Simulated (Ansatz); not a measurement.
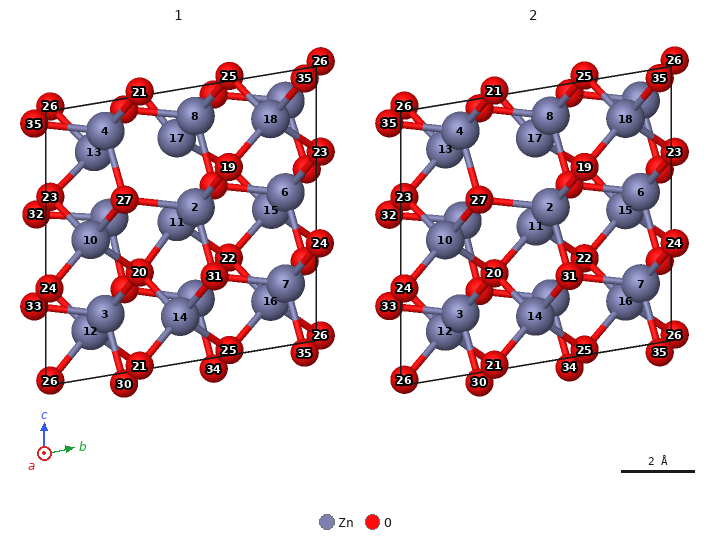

Two geometries of a defect cell of composition Zn18O17, drawn at one scale. One is the start of a relaxation, the other its converged end. Style: ball-and-stick. Shown: the cell of the calculation (origin shifted), along the a axis.

All numbers below come from DFT PBE, scalar-relativistic, plane waves, PAW (Ansatz). Settings: plane-wave cutoff 420 eV; k-point mesh 3 × 3 × 3; occupations gaussian; smearing width 0.01 eV; no spin polarisation; atoms relaxed in a fixed cell; force threshold 0.025 eV/Å; at most 45 steps.

**Which geometry has the lower energy?**

Structure 1 is the relaxed one. Case: O vacancy (site b), charge +0, atoms relaxed at the host's cell. After 4 geometry steps the energy has fallen by 0.247 eV per cell of the calculation. Largest force component: 1 eV/Å at the start, 0.0024 eV/Å at the end. A Zn atom moves most: 0.18 Å roughly along [−1 −2 2]. Largest moves by element: Zn 0.18 Å, O 0.06 Å. The lattice vectors keep their values. Near-neighbour distances that change, for instance: O–Zn 1.931 → 2.027 Å, O–Zn 2.101 → 2.033 Å, O–Zn 1.989 → 2.027 Å, O–Zn 2.058 → 2.027 Å. Bond angles that change, for instance: O–Zn–O 112.1° → 106.2°, O–Zn–O 109.1° → 103.9°, Zn–O–Zn 110.3° → 115.2°. The run took 4 min on 4 threads of Intel(R) Xeon(R) Processor @ 2.70GHz (shared host), peak memory 2.4 GiB.

Limits of the set-up: the periodic images lie only 7.8 Å apart, so the values are limited by the cell's size.
